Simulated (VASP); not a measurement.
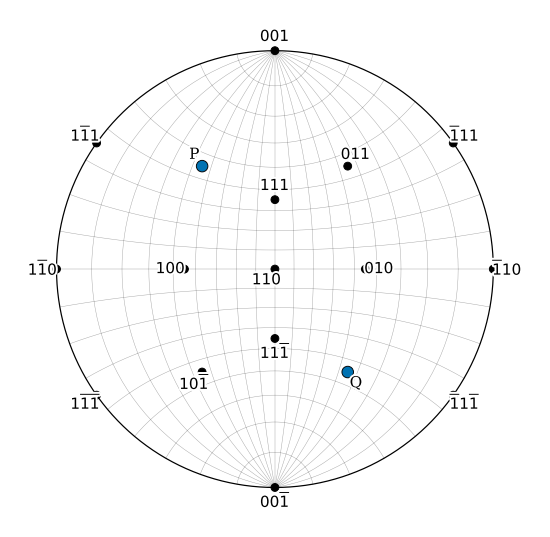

For Ho, a cell listed in the Materials Project, as set up for an electronic-structure calculation: stereographic projection of plane normals (upper hemisphere) centred on (1 1 0). The drawing is computed from the coordinates (standard cell, symmetry found to 0.002 Å).

a = 3.981 Å, b = 3.981 Å, c = 3.981 Å, α = 90.00°, β = 90.00°, γ = 90.00°.

Index the poles marked P, Q.

P is (1 0 1), 60.0° from the centre; Q is (0 1 −1), 60.0° from the centre.

What is the angle between the normals of (1 −1 −1) and (0 0 −1), and what are their d_hkl = 1/|g|?

54.7°; d = 2.298 Å and 3.981 Å.
